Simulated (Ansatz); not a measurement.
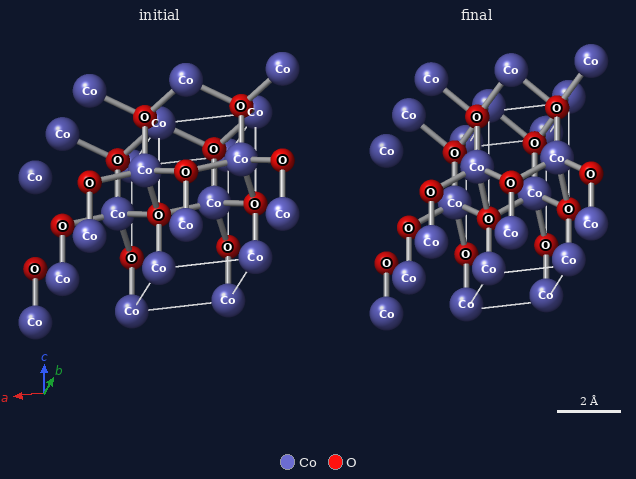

The structure of a crystal of CoO (set up in P3m1) before (left) and after (right) a relaxation, at one scale.

Style: ball-and-stick. Shown: the cell of the calculation, repeated 2 × 2 × 1 with one cell outlined, from a free direction.

Case: relaxed functional: LDA.

Computed with DFT LDA, scalar-relativistic, plane waves, PAW in Ansatz. Settings: plane-wave cutoff 420 eV; k-point mesh 12 × 12 × 6; occupations gaussian; smearing width 0.02 eV; collinear spin; cell and atoms relaxed; force threshold 0.01 eV/Å; at most 60 steps.

**Summarise the run.**

The run was cut off at its time limit before the relaxation converged, so the last structure is only a point on the way. Over 29 accepted moves (36 points after the start) the energy falls by 171 meV per atom. The largest force component goes from 0.07 to 0.16 eV/Å. Pressure: −17.99 GPa at the start and 1.18 GPa at the end. The line search rejected the trial steps at points 12, 14, 16, 21, 29 of the run. The SCF was repeated twice at an unchanged geometry on a basis and grid sized afresh for the cell, which shifted the energy by 4.4 meV per atom at most. The largest moves relative to the cell, 0.18 Å, are those of Co and O atoms. By element the largest moves are O 0.18 Å, Co 0.18 Å. The drawn cell changes as follows: a = b 3.198 → 2.649 Å (−17.2 %), c 5.229 → 5.861 Å (+12.1 %); the volume changes by −23.1 %. Some distances before and after: Co–O 1.925 → 1.805 Å, Co–O 1.971 → 1.892 Å. Bond angles that change, for instance: O–Co–O 108.4° → 88.0°, Co–O–Co 108.4° → 88.0°, Co–O–Co 108.5° → 88.9°. Within 0.06 Å the space group is P6_3mc at the start and P6_3mc at the end; at a tighter tolerance small leftover displacements or strains of the cell lower it. The program noted that the starting moments weren't kept. Cost: 17 min on 1 thread of Intel(R) Xeon(R) Platinum 8488C (Sapphire Rapids), on a shared host, peak memory 0.56 GiB.
